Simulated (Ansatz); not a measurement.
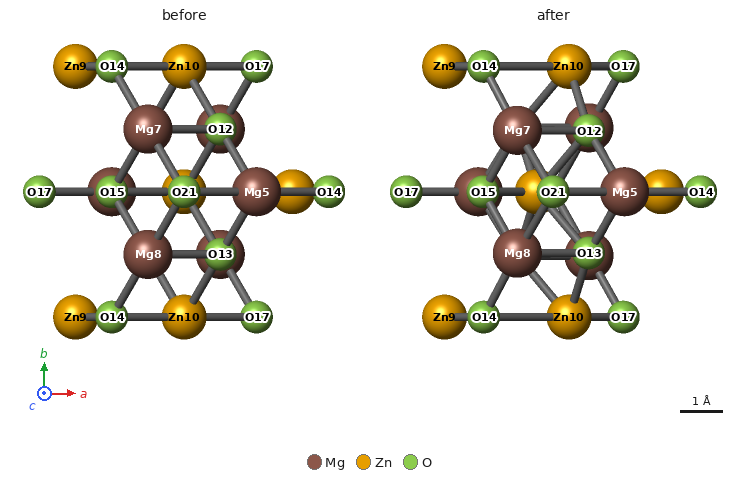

The structure of a defect cell of composition Mg8Zn3O12 (cell charge −2) (started half-way along a vacancy jump, in the symmetry of that start) before (left) and after (right) a relaxation, at one scale.

A ball-and-stick model of the atoms within 4.2 Å of the atom that moves most (axes of the conventional cell (2 times the calculation's cell) (origin shifted)), seen along the c axis. Lengths and directions refer to the drawn axes.

Level of theory: DFT PBEsol, scalar-relativistic, plane waves, PAW in Ansatz 0.2.0.

The input:
```yaml
crystal:
  lattice:
    - [2.9968604837, -5.1907146209, 0.0]
    - [-5.9937209673, 0.0, 0.0]
    - [0.0, 0.0, -7.30669302]
  atoms:
    - { symbol: Mg, position: [0.1666666667, 0.3333333333, 0.333682578] }
    - { symbol: Mg, position: [0.6666666667, 0.3333333333, 0.333682578] }
    - { symbol: Mg, position: [0.1666666667, 0.8333333333, 0.333682578] }
    - { symbol: Mg, position: [0.6666666667, 0.8333333333, 0.333682578] }
    - { symbol: Mg, position: [0.3333333333, 0.1666666667, 0.666317422] }
    - { symbol: Mg, position: [0.8333333333, 0.1666666667, 0.666317422] }
    - { symbol: Mg, position: [0.3333333333, 0.6666666667, 0.666317422] }
    - { symbol: Mg, position: [0.8333333333, 0.6666666667, 0.666317422] }
    - { symbol: Zn, position: [0.25, 0.0, 1.0] }
    - { symbol: Zn, position: [0.0, 0.5, 1.0] }
    - { symbol: Zn, position: [0.5, 0.5, 1.0] }
    - { symbol: O, position: [0.1666666667, 0.3333333333, 0.8288052119] }
    - { symbol: O, position: [0.6666666667, 0.3333333333, 0.8288052119] }
    - { symbol: O, position: [0.1666666667, 0.8333333333, 0.8288052119] }
    - { symbol: O, position: [0.6666666667, 0.8333333333, 0.8288052119] }
    - { symbol: O, position: [0.3333333333, 0.1666666667, 0.1711947881] }
    - { symbol: O, position: [0.8333333333, 0.1666666667, 0.1711947881] }
    - { symbol: O, position: [0.3333333333, 0.6666666667, 0.1711947881] }
    - { symbol: O, position: [0.8333333333, 0.6666666667, 0.1711947881] }
    - { symbol: O, position: [0.0, 0.5, 0.5] }
    - { symbol: O, position: [0.5, 0.5, 0.5] }
    - { symbol: O, position: [0.0, 1.0, 0.5] }
    - { symbol: O, position: [0.5, 1.0, 0.5] }
total_charge: -2
basis:
  ecutwfc: 420
kpoints:
  mp_grid: { grid: [6, 6, 4] }
hamiltonian:
  xc: pbesol
scf:
  occupations: { method: gaussian, width: 0.05 }
output:
  forces: true
  stress: true
  eigenvalues: true
  write_density: true
  write_potential: true
  elf: true
  volumetric_format: npy
relax:
  adjacent_minimum: "off"
  f_tol: 0.02
  max_steps: 60
  escape_saddle: false
```

Launched with:
```bash
ansatz run input.yaml --threads 4 --pin off --max-ram 9216MiB --backend cpu --events-out ev --progress --plain --runs-dir out
```

Describe what moved and what it gained.

Answer. The largest moves, 0.38 Å, are those of Zn10 and Zn11. Zn11 goes along −a. By element the largest moves are Zn 0.38 Å, O 0.25 Å, Mg 0.11 Å. The cell doesn't change. Among the contacts that change: Zn10–O14 2.135 → 2.536 Å, Zn9–O14 1.521 → 1.762 Å, Zn10–O17 2.135 → 1.912 Å, Zn10–O18 2.135 → 2.295 Å. Among the angles between lasting bonds that change: O12–Zn11–O19 180.0° → 160.8°, O15–Zn11–O18 90.9° → 107.8°, O12–Zn11–O13 89.1° → 79.3°. After 5 accepted moves (6 points after the start) the energy has fallen by 4.128 eV per cell of the calculation. The largest force component goes from 11 to 0.017 eV/Å. 1 step only repeated the SCF at the same geometry.

Limits of the set-up: the periodic images lie only 6.0 Å apart, so the values are limited by the cell's size; the cell is charged, on a uniform background, and energies carry no finite-size correction.
